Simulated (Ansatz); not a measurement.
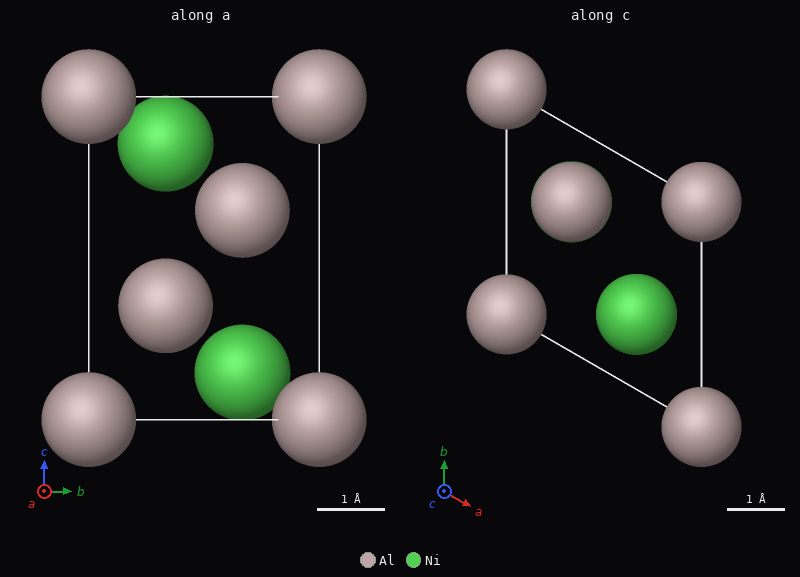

This spheres-only model is shown along the a axis and along the c axis. The box is the conventional unit cell; atoms on or close to its faces, edges and corners are drawn wherever they repeat.

Al3Ni2, space group P-3m1 (No. 164), a = 4.00 Å, b = 4.00 Å, c = 4.86 Å, α = 90.00°, β = 90.00°, γ = 120.00°.

Electronic-structure method: DFT PBEsol, scalar-relativistic, plane waves, PAW (Ansatz). Parameters: plane waves to 420 eV, k-mesh 9×9×7, Gaussian smearing of 0.1 eV, no spin polarisation (a spin-restricted run, not always the ground state).

Is it conducting or gapped at this level?

Answer. A metal: bands cross the Fermi level.

Under what pressure is the structure?

Answer. The computed pressure is 0.0 GPa, close to zero.

The initial geometry was a structure listed in the Materials Project. Earlier steps of the study, as a rule a relaxation of our own, may have changed the cell and positions, so they can lie some per cent off the listed ones. It was run through Ansatz as a DFT input.
